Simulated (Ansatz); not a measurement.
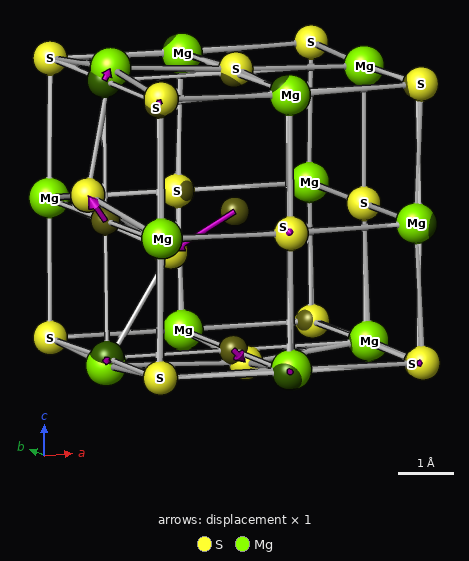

This is a relaxation of a defect cell of composition S33Mg31 (cell charge −1). The starting structure is drawn faded, the final one solid; purple arrows show the displacements, at their true length.

The picture is a ball-and-stick view of the atoms within 5.0 Å of the atom that moves most (axes of the cell of the calculation (origin shifted)), seen slightly off an axis.

The atoms of the start lie slightly off their symmetric places, so part of the fall in energy undoes that.

Theory: Ansatz, DFT, PBEsol, PAW, plane waves. Set-up: plane-wave cutoff 420 eV; k-point mesh 1 × 1 × 1; mesh shifted by (0.25, 0.25, 0.25); collinear spin; atoms relaxed in a fixed cell; force threshold 0.03 eV/Å; at most 80 steps.

> Atoms of which element are displaced furthest, and by how much?

Sulfur: up to 1.42 Å, against 0.26 Å for magnesium.

> Describe the change and its energy.

The atom that moves furthest is an S atom (1.42 Å along [−2 0 −1]). By element the largest moves are S 1.42 Å, Mg 0.26 Å. The cell doesn't change. Some distances before and after: S–S 2.574 → 3.861 Å, Mg–S 3.618 → 2.412 Å, S–S 2.584 → 3.564 Å, Mg–S 3.659 → 2.968 Å. New bonds form, among them: Mg–S (3.62 → 2.41 Å), Mg–S (3.66 → 2.97 Å), S–S (2.58 → 2.08 Å). After 19 geometry steps the energy has fallen by 1.920 eV per cell of the calculation. Largest force component: 1 eV/Å at the start, 0.011 eV/Å at the end. The program noted that the starting moments weren't kept. The run took 15 s on 1 × NVIDIA GB200 with 8 threads of Arm Neoverse-V2, peak memory 1.9 GiB.

Limits of the set-up: the cell is charged, on a uniform background, and energies carry no finite-size correction.
